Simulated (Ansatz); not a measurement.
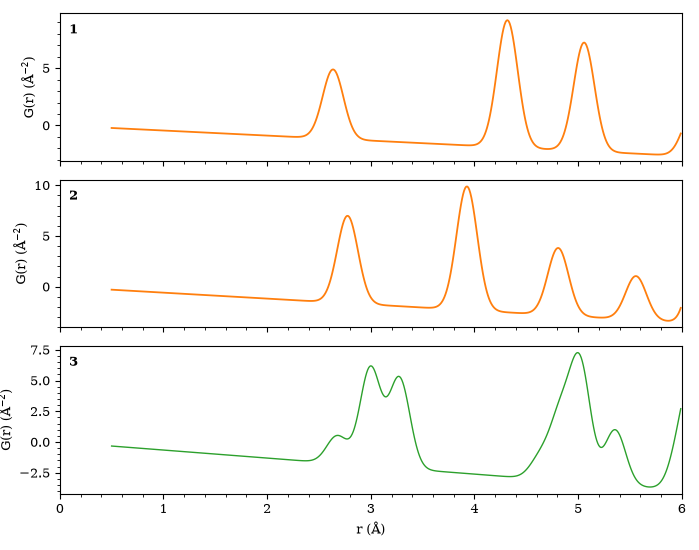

Each curve is a calculated X-ray PDF: distances of the static structure, each pair weighted by the product of the atomic numbers (X-ray weights at Q = 0), broadened by Gaussians with σ = 0.10 Å. No termination ripples are included.

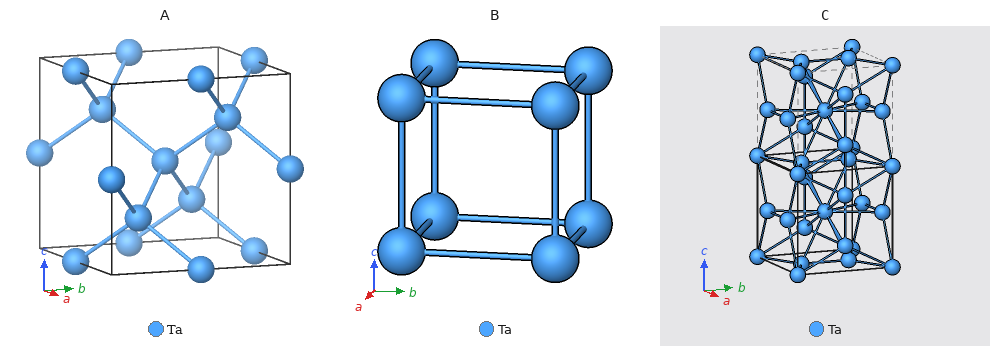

Candidate structures:

A. Ta, a = 6.106 Å, b = 6.106 Å, c = 6.106 Å, α = 90.00°, β = 90.00°, γ = 90.00°, Fd-3m

B. Ta, a = 2.778 Å, b = 2.778 Å, c = 2.778 Å, α = 90.00°, β = 90.00°, γ = 90.00°, Pm-3m

C. Ta, a = 5.362 Å, b = 5.362 Å, c = 5.362 Å, α = 90.00°, β = 90.00°, γ = 90.00°, Pm-3n

Origins: A, the input geometry of an electronic-structure calculation (not necessarily at equilibrium); the starting structure was generated, so it need not be a known form of this composition; B, coordinates from a relaxation with Ansatz 0.2.0, DFT, BLYP, plane waves (420 eV) with PAW, scalar-relativistic; the starting structure was generated, so it need not be a known form of this composition; C, the input geometry of an electronic-structure calculation (not necessarily at equilibrium); the starting structure was generated, so it need not be a known form of this composition.

Which PDF belongs to which candidate?

Answer. curve 1 is A (Ta, first clear peaks at 2.64 Å (Ta–Ta) and 4.32 Å (Ta–Ta)); curve 2 is B (Ta, first clear peaks at 2.78 Å (Ta–Ta) and 3.93 Å (Ta–Ta)); curve 3 is C (Ta, first clear peaks at 2.69 Å (Ta–Ta) and 3.00 Å (Ta–Ta)).
